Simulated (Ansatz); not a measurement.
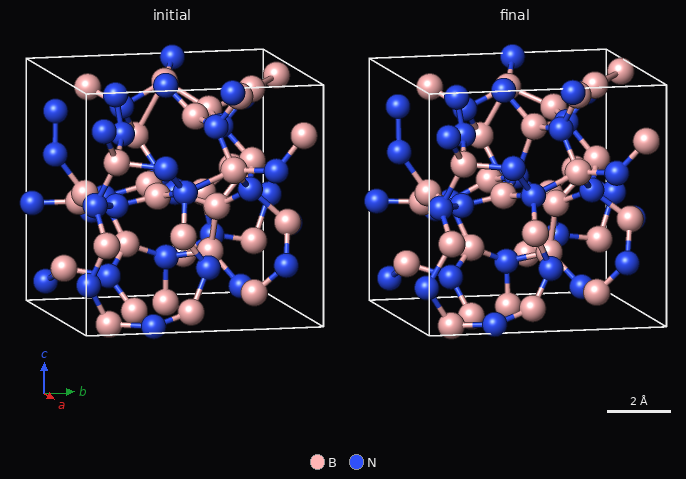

The structure of an amorphous cell of composition B32N32 before (left) and after (right) a relaxation, at one scale.

A ball-and-stick model of the cell of the calculation (origin shifted), seen slightly off an axis.

All numbers below come from DFT, PBEsol, PAW, plane waves in Ansatz. (plane-wave cutoff 420 eV; k-point mesh 1 × 1 × 1; no spin polarisation; atoms relaxed in a fixed cell; force threshold 0.03 eV/Å; at most 80 steps)

What changed between the two?

The largest move is that of an N atom, 0.52 Å roughly along +c. Largest moves by element: N 0.52 Å, B 0.51 Å. The cell stays as it was. Among the contacts that change: B–N 2.629 → 1.743 Å, B–N 2.452 → 1.716 Å, B–B 2.713 → 2.036 Å, B–N 2.401 → 1.826 Å. New bonds form: B–B (2.71 → 2.04 Å), B–N (2.40 → 1.83 Å), B–N (2.45 → 1.72 Å), B–N (2.63 → 1.74 Å). Bond angles that change, for instance: B–N–B 120.4° → 98.2°, B–N–B 101.9° → 122.1°, B–B–N 101.9° → 120.9°. Over 15 geometry steps the energy falls by 100 meV per atom. The largest force component goes from 4.4 to 0.014 eV/Å.

Limits of the set-up: the periodic images lie only 7.8 Å apart, so the values are limited by the cell's size.
